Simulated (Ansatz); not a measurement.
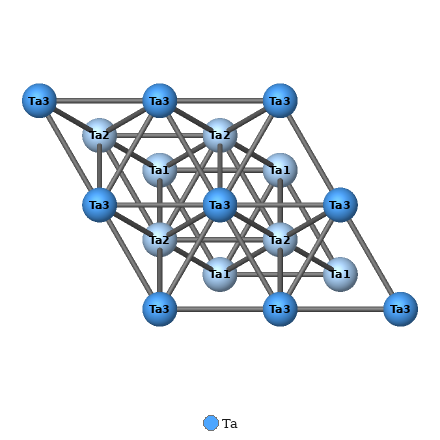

The system is H on a Ta(111) slab cut from the Fm-3m phase, its upper half relaxed before the scan (3 atoms of substrate and one adsorbate in a 1 × 1 cell); the picture shows it without the atoms that are moved over the map. 
- H is moved over the surface cell; relaxed at each place: the height of the adsorbate's atoms; substrate rigid; the origin of the map has the adsorbate above Ta3.
- Places are given modulo a cell vector. The map is drawn in real space over the plane of the surface.
- The scan uses a 6 × 6 grid; 10 points were computed and 26 follow by symmetry.
- Energies: eV, counted from the lowest grid point.
- With one adsorbate in each 1 × 1 cell, its nearest image is 3.0 Å away, so neighbouring adsorbates interact.
- Level of theory: Ansatz 0.2.0, DFT PBE, scalar-relativistic, plane waves, PAW. Settings: cutoff 420 eV, k-mesh 9×9×1, gaussian smearing 0.1 eV, no spin polarisation.

Range: position of H4 along the first surface vector from 0.000 to 0.833; position of H4 along the second surface vector from 0.000 to 0.833.

### What landscape does the calculation give?

The lowest grid point is at a threefold hollow over a third-layer Ta atom, (4/6, 2/6) of the cell vectors. A higher local minimum lies near a threefold hollow over a second-layer Ta atom, (2/6, 4/6) of the cell vectors (0.011 eV above the lowest at that grid point). The highest grid point, the top site over a surface Ta atom, (0/6, 0/6) of the cell vectors, lies 1.64 eV above the lowest. On the interpolated surface the easiest way out of the lowest well to the well at a threefold hollow over a second-layer Ta atom, (2/6, 4/6) of the cell vectors passes a barrier of about 0.37 eV. At the lowest point the adsorbate has 3 Ta at 2.00 Å as nearest neighbours, at the highest 1 Ta at 1.80 Å. Its relaxed height above the top atom is 1.02 Å at the lowest and 1.80 Å at the highest point.

| second ↓, first → | 0/6 | 1/6 | 2/6 | 3/6 | 4/6 | 5/6 |
| --- | --- | --- | --- | --- | --- | --- |
| 5/6 | 1.39 | 1.00 | 0.40 | 0.40 | 1.00 | 1.39 |
| 4/6 | 0.87 | 0.40 | 0.01 | 0.40 | 0.87 | 1.04 |
| 3/6 | 0.37 | 0.40 | 0.40 | 0.37 | 0.41 | 0.41 |
| 2/6 | 0.87 | 1.00 | 0.87 | 0.41 | 0.00 | 0.41 |
| 1/6 | 1.39 | 1.39 | 1.04 | 0.41 | 0.41 | 1.04 |
| 0/6 | 1.64 | 1.39 | 0.87 | 0.37 | 0.87 | 1.39 |

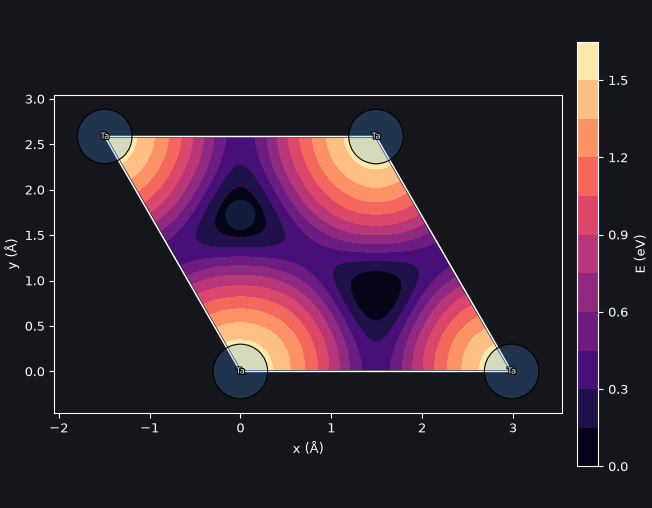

The picture shows filled contours, labelled circles for the atoms of the top layer and small ones for the second layer, the outline of one cell of the plane. Between grid points the surface is interpolated.

Each point was launched as `ansatz run input.yaml --threads 1 --pin off --max-ram 3072MiB --backend cpu --events-out ev --progress --plain --runs-dir out`. Time for the 10 points that were run: 6 min on 1 thread of Intel(R) Xeon(R) Platinum 8259CL CPU @ 2.50GHz (Skylake/Cascade Lake) (shared host).

PAW datasets: the set soft_1.
